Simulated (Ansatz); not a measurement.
## Geometry relaxation, with input and output: W (part 2 of 2)

Continued. System: W (slab, 3 atoms in the cell). Method: DFT, PBE, PAW with Ansatz's default frozen-core files, scalar-relativistic, no spin polarisation (Ansatz 0.2.0); cutoff 420 eV, 11×11×1 k-mesh, Fermi–Dirac smearing of 0.08 eV. It belongs to a series of runs on one base structure; here: atoms relaxed, PAW files.

Geometry of the input (Å; fractional positions):
```
3.1834  0.0000  0.0000
0.0000  3.1834  0.0000
0.0000  0.0000  19.1834
W  0.0000  0.0000  0.4170
W  0.5000  0.5000  0.5000
W  0.0000  0.0000  0.5830
```

**The program's output, continued**
```
SCF iter   1: F=—  HF=-31149.249200 eV  |F-HF|=—  |Δ(HF+E_count)|=         —  Δρ=5.24e-3  dr2=1.43e-1  ethr=3.52e-4  p=-0.000 e·Å  D=-3.71e-7 V/Å  ΔV_dip=0.00 eV  dr2_dipole=4.56e-13  V_vac-E_F(+/−)=4.17/4.17 eV  ⟨swp⟩=2.0  Hψ=2234  notcnv=0
efield: sawtooth ramp at fractional position 0.9500 (handed on by an earlier solve), width 0.1000; the density the first Hamiltonian is built on has a dipole p = -0.000 e·Å; the dipole correction subtracts the counter field D = -3.71e-7 V/Å, which shifts the + side's vacuum level by +0.00 eV against the − side's; the planar-averaged density in the ramp window peaks in size at 4.3e-6 e/Å³
preconditioner: auto → LDOS  [metal: Δε(μ)=0.075 eV  Ē_g=3.894 eV  σ=0.080 eV  W_gap=0.22  n_scr=32 (ndim 8)  ℏωp=11.3 eV  f_vac=0.624  D(μ)=5.02/eV (n_scr^D=32)  β→1.0]
SCF iter   2: F=—  HF=-31149.240679 eV  |F-HF|=—  |Δ(HF+E_count)|=   8.52e-3  Δρ=3.28e-3  dr2=8.19e-2  ethr=3.41e-4  p=-0.000 e·Å  D=-6.02e-7 V/Å  ΔV_dip=0.00 eV  dr2_dipole=1.10e-11  V_vac-E_F(+/−)=4.26/4.26 eV  ⟨swp⟩=2.5  Hψ=881  notcnv=0
SCF iter   3: F=—  HF=-31149.232855 eV  |F-HF|=—  |Δ(HF+E_count)|=   7.82e-3  Δρ=5.40e-4  dr2=1.77e-3  ethr=1.95e-4  p=-0.000 e·Å  D=-1.48e-6 V/Å  ΔV_dip=0.00 eV  dr2_dipole=6.77e-11  V_vac-E_F(+/−)=4.23/4.23 eV  ⟨swp⟩=2.1  Hψ=857  notcnv=0
SCF iter   4: F=—  HF=-31149.232695 eV  |F-HF|=—  |Δ(HF+E_count)|=   1.60e-4  Δρ=1.20e-4  dr2=3.47e-5  ethr=4.22e-6  p=-0.000 e·Å  D=-8.62e-7 V/Å  ΔV_dip=0.00 eV  dr2_dipole=9.39e-12  V_vac-E_F(+/−)=4.24/4.24 eV  ⟨swp⟩=3.0  Hψ=1058  notcnv=0
SCF iter   5: F=-31149.232706 eV  HF=-31149.232704 eV  |F-HF|=1.62e-6  |Δ(HF+E_count)|=   9.47e-6  Δρ=4.35e-5  dr2=5.80e-6  ethr=4.41e-8  p=-0.000 e·Å  D=-5.83e-7 V/Å  ΔV_dip=0.00 eV  dr2_dipole=4.38e-12  V_vac-E_F(+/−)=4.24/4.24 eV  ⟨swp⟩=10.0  Hψ=2917  notcnv=0
SCF 4 converged in 5 iterations: F = -31149.232706 eV  dr2 = 5.80e-6
relax step   4: F+E_penalty+E_count = -31149.23270573 eV  Δ(F+E_penalty+E_count) = -4.466e-3 eV  max|allowed force component| = 3.016e-1 eV/Å  Δτ_max = 0.0591 Å  (5 SCF iters, dr2 threshold 1.85e-5 eV, accepted)
SCF iter   1: F=—  HF=-31149.243137 eV  |F-HF|=—  |Δ(HF+E_count)|=         —  Δρ=2.14e-3  dr2=2.47e-2  ethr=5.98e-4  p=-0.000 e·Å  D=-5.83e-7 V/Å  ΔV_dip=0.00 eV  dr2_dipole=6.36e-12  V_vac-E_F(+/−)=4.23/4.23 eV  ⟨swp⟩=3.1  Hψ=1208  notcnv=0
efield: sawtooth ramp at fractional position 0.9500 (handed on by an earlier solve), width 0.1000; the density the first Hamiltonian is built on has a dipole p = -0.000 e·Å; the dipole correction subtracts the counter field D = -5.83e-7 V/Å, which shifts the + side's vacuum level by +0.00 eV against the − side's; the planar-averaged density in the ramp window peaks in size at 4.2e-6 e/Å³
preconditioner: auto → LDOS  [metal: Δε(μ)=0.021 eV  Ē_g=3.999 eV  σ=0.080 eV  W_gap=0.07  n_scr=32 (ndim 8)  ℏωp=11.3 eV  f_vac=0.628  D(μ)=5.81/eV (n_scr^D=42)  β→1.0]
SCF iter   2: F=—  HF=-31149.240978 eV  |F-HF|=—  |Δ(HF+E_count)|=   2.16e-3  Δρ=1.19e-3  dr2=1.02e-2  ethr=5.87e-5  p=-0.000 e·Å  D=-2.08e-6 V/Å  ΔV_dip=0.00 eV  dr2_dipole=1.35e-10  V_vac-E_F(+/−)=4.20/4.20 eV  ⟨swp⟩=2.1  Hψ=914  notcnv=0
SCF iter   3: F=—  HF=-31149.240177 eV  |F-HF|=—  |Δ(HF+E_count)|=   8.01e-4  Δρ=2.32e-4  dr2=3.78e-4  ethr=2.42e-5  p=-0.000 e·Å  D=-8.43e-7 V/Å  ΔV_dip=0.00 eV  dr2_dipole=7.56e-12  V_vac-E_F(+/−)=4.21/4.21 eV  ⟨swp⟩=2.0  Hψ=742  notcnv=0
SCF iter   4: F=-31149.240125 eV  HF=-31149.240125 eV  |F-HF|=1.27e-7  |Δ(HF+E_count)|=   5.18e-5  Δρ=5.59e-5  dr2=7.25e-6  ethr=6.51e-8  p=-0.000 e·Å  D=-6.16e-7 V/Å  ΔV_dip=0.00 eV  dr2_dipole=5.14e-12  V_vac-E_F(+/−)=4.20/4.20 eV  ⟨swp⟩=7.4  Hψ=3419  notcnv=0
SCF 5 converged in 4 iterations: F = -31149.240125 eV  dr2 = 7.25e-6
relax step   5: F+E_penalty+E_count = -31149.24012503 eV  Δ(F+E_penalty+E_count) = -7.419e-3 eV  max|allowed force component| = 3.733e-3 eV/Å  Δτ_max = 0.0248 Å  (4 SCF iters, dr2 threshold 2.73e-5 eV, accepted)
iter 1 solved again at ethr=1.73e-8 eV; its pass at ethr=3.10e-3 eV (dr2=7.26e-6 eV) is discarded
SCF iter   1: F=—  HF=-31149.240133 eV  |F-HF|=—  |Δ(HF+E_count)|=         —  Δρ=5.59e-5  dr2=7.26e-6  ethr=1.73e-8  p=-0.000 e·Å  D=-6.16e-7 V/Å  ΔV_dip=0.00 eV  dr2_dipole=5.03e-12  V_vac-E_F(+/−)=4.20/4.20 eV  ⟨swp⟩=1.0  Hψ=1596  notcnv=0
efield: sawtooth ramp at fractional position 0.9500 (handed on by an earlier solve), width 0.1000; the density the first Hamiltonian is built on has a dipole p = -0.000 e·Å; the dipole correction subtracts the counter field D = -6.16e-7 V/Å, which shifts the + side's vacuum level by +0.00 eV against the − side's; the planar-averaged density in the ramp window peaks in size at 4.3e-6 e/Å³
preconditioner: auto → LDOS  [metal: Δε(μ)=0.015 eV  Ē_g=3.989 eV  σ=0.080 eV  W_gap=0.05  n_scr=32 (ndim 8)  ℏωp=11.3 eV  f_vac=0.627  D(μ)=5.77/eV (n_scr^D=42)  β→1.0]
SCF iter   2: F=—  HF=-31149.240130 eV  |F-HF|=—  |Δ(HF+E_count)|=   3.00e-6  Δρ=3.79e-5  dr2=7.93e-6  ethr=1.73e-8  p=-0.000 e·Å  D=-3.10e-7 V/Å  ΔV_dip=0.00 eV  dr2_dipole=2.92e-13  V_vac-E_F(+/−)=4.20/4.20 eV  ⟨swp⟩=2.2  Hψ=973  notcnv=0
SCF iter   3: F=—  HF=-31149.240128 eV  |F-HF|=—  |Δ(HF+E_count)|=   1.39e-6  Δρ=7.90e-6  dr2=1.75e-7  ethr=1.73e-8  p=-0.000 e·Å  D=-2.35e-7 V/Å  ΔV_dip=0.00 eV  dr2_dipole=2.44e-13  V_vac-E_F(+/−)=4.20/4.20 eV  ⟨swp⟩=2.0  Hψ=870  notcnv=0
SCF iter   4: F=-31149.240128 eV  HF=-31149.240128 eV  |F-HF|=1.18e-8  |Δ(HF+E_count)|=   1.33e-7  Δρ=4.69e-6  dr2=4.39e-8  ethr=2.38e-10  p=-0.000 e·Å  D=-9.19e-8 V/Å  ΔV_dip=0.00 eV  dr2_dipole=6.65e-14  V_vac-E_F(+/−)=4.20/4.20 eV  ⟨swp⟩=7.0  Hψ=2634  notcnv=0
SCF 6 converged in 4 iterations: F = -31149.240128 eV  dr2 = 4.39e-8
relax step   6: F+E_penalty+E_count = -31149.24012828 eV  Δ(F+E_penalty+E_count) = -3.250e-6 eV  max|allowed force component| = 4.990e-3 eV/Å  Δτ_max = 0.0000 Å  (4 SCF iters, accepted)
```

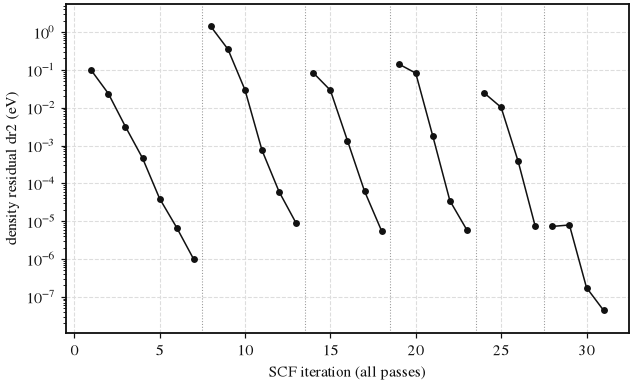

Convergence of the self-consistent field: density residual dr2 against the SCF iteration. The dotted lines part the SCF passes of the relaxation: geometry steps, rejected trials and re-solves on a re-selected basis. The 6 passes take 4 to 7 iterations each, 31 in all.

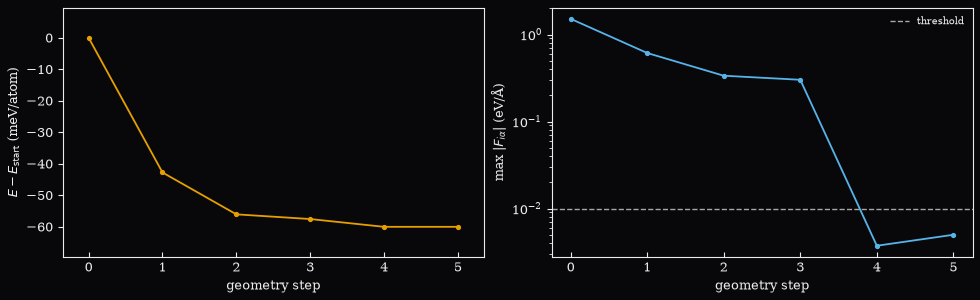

Progress of the relaxation, step by step (the first geometry is step 0 here and step 1 in the log).

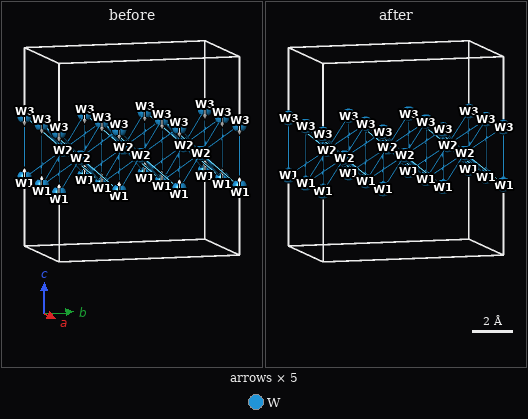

Before (left) and after (right) the relaxation, at one scale (ball-and-stick view of the 2 × 3 repeat of the cell, with the vacuum cut short, seen slightly off an axis). The white arrows give the displacements, magnified 5 times. The largest moves, 0.12 Å, are those of W1 and W3. The lattice vectors keep their values. Among the contacts that change: W1–W3 3.183 → 2.944 Å, W1–W2 2.757 → 2.690 Å. Among the angles that change: W2–W1–W2 109.5° → 113.6°, W2–W1–W3 54.7° → 56.8°, W2–W1–W2 70.5° → 72.6°. The energy falls by 60.0 meV per atom in 5 geometry steps. The largest force component goes from 1.5 to 0.005 eV/Å. (Atoms are counted from 1 in the order of the input.)

```
SCF converged after 4 iterations
Free energy (F): -31149.240128 eV
Harris-Foulkes:  -31149.240128 eV  (|F-HF|=1.18e-8)
Internal energy: -31149.120003 eV  (E = F + TS)
E sigma→0 (E₀):  -31149.180066 eV
Entropy (-TS):   -0.120125 eV (-40.042 meV/atom)
Fermi energy:    2.486939 eV
Dipole field:    D = 0.000000 V/Å  (p = 0.000000 e·Å, saw-weighted, corrected)
Work function:   Φ+ = 4.2044 eV   Φ− = 4.2044 eV
Levels:          The Fermi level and band energies are counted from a zero that moves with the ramp; work functions are not
--- Per-component energies (eV) ---
  E_band       = -1077.167812
  E_kinetic    = 1340.116699
  E_local      = -31844.752812  (includes V_loc(G=0)·N_el)
  E_nonlocal   = 7.338512
  E_hartree    = 15251.283216
  E_xc         = -793.677112
  E_vxc        = -706.953711  (∫ρ·V_xc dr)
  E_paw        = -25688.145911  (= ΣΔE_a)
  E_vpaw       = -375.468126  (= ΣTr[D̂ρ^β])
  E_aug_tail   = -0.000172  (compensation charges beyond the density's cutoff)
  E_efield     = 0.000000  (sawtooth field / dipole correction)
  E_vefield    = 0.000000  (∫n·V_field dr)
  E_ewald      = 10578.717576
  E_smearing   = -0.120125  (= −TS)
  E_closure    = 0.000000  (closes the sum)
  Σ components = -31149.240128   (vs F -31149.240128, Δ=0.00e0)
--- Forces (eV/Å), atoms counted from 1 ---
  atom   1  W     -0.00000000     0.00000000     0.00499012
  atom   2  W     -0.00000000     0.00000000    -0.00000074
  atom   3  W      0.00000000     0.00000000    -0.00498901
  max |Σ_I F_I| component: 3.67e-7 eV/Å
--- Stress (GPa, compression-positive) ---
       -4.526467       0.000000      -0.000000
        0.000000      -4.526467       0.000000
       -0.000000       0.000000      -0.012380
  P = ⅓ Tr σ = -3.0218 GPa (-30.218 kbar)
--- Band table (eV; the first three rows and the last of 21) ---
  k-point 0: bands = ["-71.5736", "-71.5102", "-71.3112", "-36.0157", "-36.0144", "-36.0119", "-36.0119", "-35.6010", "-35.6010", "-35.3426", "-35.2076", "-35.2076", "-5.6058", "-2.7091", "-2.2821", "-2.0171", "0.2183", "1.5996", "1.6921", "1.6921", "2.0684", "2.3492", "2.4609", "2.4609", "3.7347", "4.2540"]
  k-point 1: bands = ["-71.5696", "-71.5096", "-71.3139", "-36.1217", "-36.0197", "-35.9950", "-35.9190", "-35.6454", "-35.5994", "-35.3051", "-35.2263", "-35.2230", "-5.4309", "-2.5944", "-2.2204", "-1.9022", "0.1990", "1.2033", "1.5487", "1.5635", "1.9051", "2.3881", "2.7807", "2.8684", "3.9763", "4.0338"]
  k-point 2: bands = ["-71.5586", "-71.5079", "-71.3216", "-36.2292", "-36.0436", "-35.9456", "-35.8501", "-35.7180", "-35.5950", "-35.2728", "-35.2683", "-35.2409", "-4.9401", "-2.3583", "-2.1504", "-1.5072", "0.4013", "0.6079", "1.0116", "1.1637", "2.2567", "2.5774", "3.0788", "3.3695", "3.8467", "4.3482"]
  k-point 20: bands = ["-71.5066", "-71.4945", "-71.3465", "-36.3538", "-36.3528", "-35.9724", "-35.8212", "-35.7827", "-35.7468", "-35.5075", "-35.2407", "-35.2318", "-2.5042", "-1.8070", "-0.5686", "-0.4720", "0.0831", "0.1656", "0.3022", "3.2520", "3.3943", "3.8716", "4.3741", "4.4270", "4.8582", "5.0753"]
--- Relaxed structure (6 steps of the walk, 6 accepted, 0 SCFs on fresh bases) ---
  F+E_penalty+E_count = -31149.24012828 eV   max|allowed force component| = 4.990e-3 eV/Å
  atoms:
    - { symbol: W, position: [5.293644754163859e-35, 0.0, 0.4232615823595988] }
    - { symbol: W, position: [0.5, 0.5, 0.50000000293093] }
    - { symbol: W, position: [-2.6468223770819295e-35, 0.0, 0.5767384147094711] }
```

**Trajectory as extended XYZ (Å, eV, eV/Å), 6 frames, from step=1 to step=6**
```
3
Lattice="3.1834 0.0000 0.0000 0.0000 3.1834 0.0000 0.0000 0.0000 19.1834" Properties=species:S:1:pos:R:3:forces:R:3 step=1 energy=-31149.06003
W     0.0000    0.0000    8.0000    0.0000   0.0000   1.5134
W     1.5917    1.5917    9.5917    0.0000   0.0000   0.0000
W     0.0000    0.0000   11.1834    0.0000   0.0000  -1.5133
3
Lattice="3.1834 0.0000 0.0000 0.0000 3.1834 0.0000 0.0000 0.0000 19.1834" Properties=species:S:1:pos:R:3:forces:R:3 step=2 energy=-31149.18834
W     0.0000    0.0000    8.1950    0.0000   0.0000  -0.6129
W     1.5917    1.5917    9.5917    0.0000   0.0000   0.0000
W     0.0000    0.0000   10.9884    0.0000   0.0000   0.6129
3
Lattice="3.1834 0.0000 0.0000 0.0000 3.1834 0.0000 0.0000 0.0000 19.1834" Properties=species:S:1:pos:R:3:forces:R:3 step=3 energy=-31149.22824
W     0.0000    0.0000    8.1539    0.0000   0.0000  -0.3359
W     1.5917    1.5917    9.5917    0.0000   0.0000   0.0000
W     0.0000    0.0000   11.0295    0.0000   0.0000   0.3359
3
Lattice="3.1834 0.0000 0.0000 0.0000 3.1834 0.0000 0.0000 0.0000 19.1834" Properties=species:S:1:pos:R:3:forces:R:3 step=4 energy=-31149.23271
W     0.0000    0.0000    8.0948    0.0000   0.0000   0.3016
W     1.5917    1.5917    9.5917    0.0000   0.0000   0.0000
W     0.0000    0.0000   11.0886    0.0000   0.0000  -0.3016
3
Lattice="3.1834 0.0000 0.0000 0.0000 3.1834 0.0000 0.0000 0.0000 19.1834" Properties=species:S:1:pos:R:3:forces:R:3 step=5 energy=-31149.24013
W     0.0000    0.0000    8.1196    0.0000   0.0000   0.0037
W     1.5917    1.5917    9.5917    0.0000   0.0000   0.0000
W     0.0000    0.0000   11.0638    0.0000   0.0000  -0.0037
3
Lattice="3.1834 0.0000 0.0000 0.0000 3.1834 0.0000 0.0000 0.0000 19.1834" Properties=species:S:1:pos:R:3:forces:R:3 step=6 energy=-31149.24013
W     0.0000    0.0000    8.1196    0.0000   0.0000   0.0050
W     1.5917    1.5917    9.5917    0.0000   0.0000   0.0000
W     0.0000    0.0000   11.0638    0.0000   0.0000  -0.0050
```
